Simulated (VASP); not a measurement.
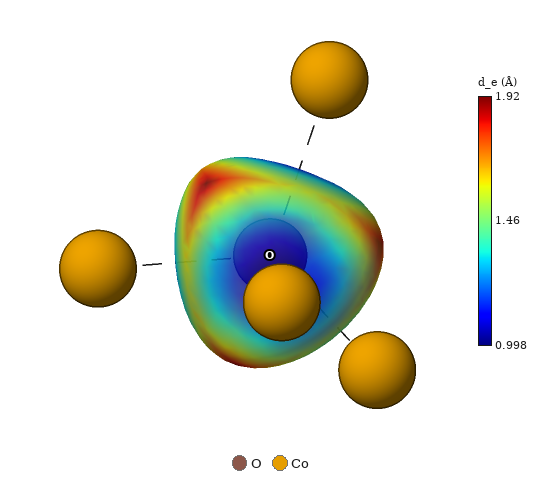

Hirshfeld surface computed for one O atom in CoO (R3m), coloured by d_e. Dashed lines lead to the closest neighbours outside.

The surface is where the fragment's share of the procrystal density (the sum of the densities of spherically averaged neutral Hartree-Fock atoms) equals one half. d_i and d_e are the distances from the surface to the nearest nucleus inside and outside.

The cell is taken from a cell listed in the Materials Project, as set up for an electronic-structure calculation.

```xyz
6
Lattice="3.2044 0.0000 0.0000 -1.6022 2.7751 0.0000 0.0000 0.0000 7.6994" Properties=species:S:1:pos:R:3 pbc="T T T"
Co    0.0000    1.8501    5.1251
O     0.0000    1.8501    3.2159
Co    0.0000    0.0000    7.6915
O     0.0000    0.0000    5.7824
Co    1.6022    0.9250    2.5586
O     1.6022    0.9250    0.6495
```

Question: What is the shortest distance from the fragment to an atom outside it?

Answer: O–Co, 1.91 Å.

Question: How is the surface shared among contacts (nearest atom inside ··· nearest atom outside)?

Answer: O···Co 100 %. The surface faces 4 neighbours with more than 2 % of its area each: 4 Co.

Question: Give the size and shape of the surface.

Answer: It encloses about 5.5 Å³, has an area of about 15 Å² and a globularity of 0.98 (1 for a sphere).
